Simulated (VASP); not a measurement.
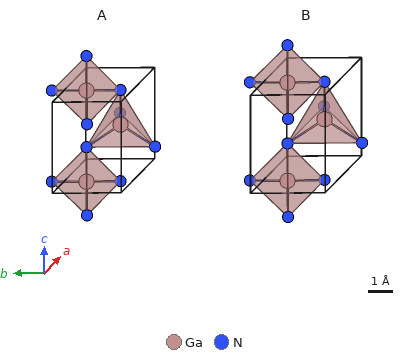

Two geometries of crystalline GaN (set up in P6_3mc), drawn at one scale. One is the start of a relaxation, the other its converged end. Style: polyhedral. Shown: the cell of the calculation, from a free direction.

All numbers below come from Kohn-Sham DFT of a periodic cell, PBEsol, VASP PAW PBE potentials, recommended (VASP 6.6.1). (plane-wave cutoff 200 eV; k-point mesh 9 × 9 × 5; occupations gaussian; smearing width 0.02 eV; no spin polarisation)

Q: Which one is relaxed?

A: Structure A is the relaxed one. The run lets cell and atoms move. The largest moves relative to the cell, 0.007 Å, are those of Ga and N atoms. Largest moves by element: Ga 0.007 Å, N 0.007 Å. Cell: a = b 3.205 → 2.952 Å (−7.9 %), c 5.140 → 4.770 Å (−7.2 %). Volume −21.3 %. Among the contacts that change: Ga–N 1.960 → 1.805 Å. The space group stays P6_3mc (No. 186). Over 11 geometry steps the energy falls by 4.071 eV per cell of the calculation. Largest force component: 0.071 eV/Å at the start, 0.00062 eV/Å at the end. Pressure: −122.71 GPa at the start and 0.01 GPa at the end. At step 1 the optimiser overshot: the energy rose above the start, and later steps came back. The volume changes by over a tenth within one run on a fixed set of plane waves, so the end point should be relaxed again from the new cell. It ran on 1 thread of Intel(R) Xeon(R) Platinum 8259CL CPU @ 2.50GHz (Skylake/Cascade Lake), on a shared host.
